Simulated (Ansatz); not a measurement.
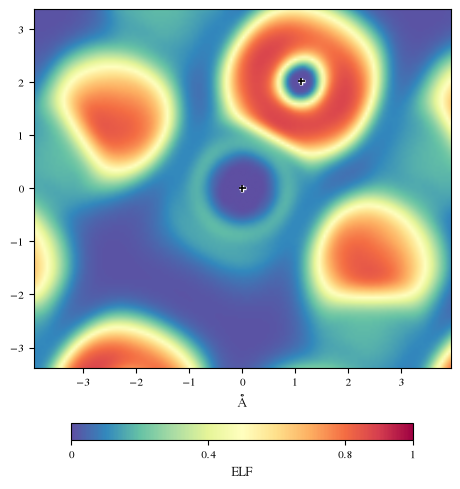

The electron localisation function on a plane through atoms (crosses mark nuclei in the plane).

Method: Ansatz 0.2.0, DFT, PBE, plane waves, PAW.

Candidates:
A. GaP, a = 3.85 Å, b = 3.85 Å, c = 5.13 Å, α = 90.00°, β = 90.00°, γ = 90.00°. Space group I-4m2; started from the zincblende prototype, which need not be the ambient phase; changed on purpose from its base cell (uniaxial x strain -5.9%); computed pressure about 8 GPa in this cell.
B. ZnS, a = 3.99 Å, b = 3.99 Å, c = 5.95 Å, α = 90.00°, β = 90.00°, γ = 120.00°. Space group P6₃/mmc; started from the h-MgO (five-fold) prototype, which need not be the ambient phase; changed on purpose from its base cell (hydrostatic strain +1.2%).

**Which system is this?**

Candidate B: ZnS on the (111) plane of the conventional cell, which holds Zn and S. Zn–S (2.31 Å): the ELF peaks at about 0.90 in the valence shell of S, 0.8 Å from its nucleus, and is about 0.55 at the midpoint.
